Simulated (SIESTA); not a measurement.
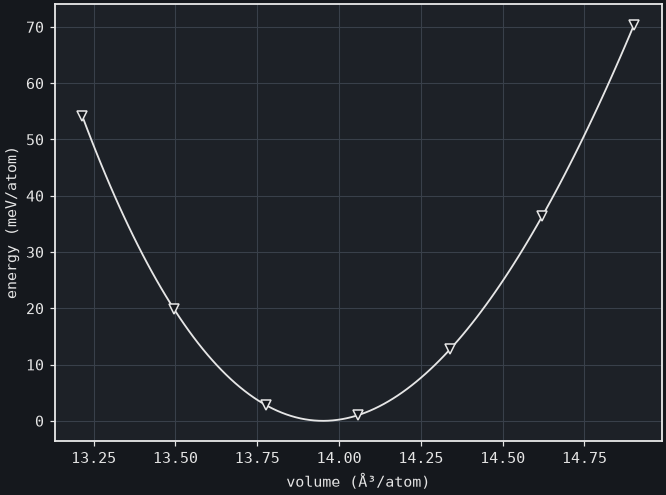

Plotted: energy against volume for Ir, space group Fm-3m (No. 225).

The given structure:
```
Ir
1.0
     0.00000    1.91560    1.91560
     1.91560    0.00000    1.91560
     1.91560    1.91560    0.00000
Ir
1
Cartesian
  0.0000 0.0000 0.0000
```

How it was computed, with SIESTA 5.4.2: DFT in numerical atomic orbitals with pseudopotentials, no spin polarisation; energies at scaled volumes of the given cell, shape and fractions fixed, counted from the fit's minimum, third-order Birch-Murnaghan fit. Level: LDA.

- k mesh: 12×12×12
- occupations: Fermi–Dirac
- smearing width: 0.05 eV
- potentials: PseudoDojo 0.4 standard, converted to PSML, two zetas on semicore shells
- program settings: basis DZP, mesh cutoff 800 Ry

From this curve and the settings, what does the calculation give for the pressure at the same points?

The pressure falls from 24.88 GPa at volume 13.22 Å³/atom to −22.10 GPa at 14.90 Å³/atom, and changes sign near 13.95 Å³/atom.

```csv
volume (Å³/atom),pressure (GPa)
13.22,24.88
13.50,14.69
13.78,5.00
14.06,-3.02
14.34,-10.15
14.62,-16.56
14.90,-22.10
```

Caveats: mulliken charges of long orbitals; short basis over semicore shells; valence orbitals made in semicore potential.
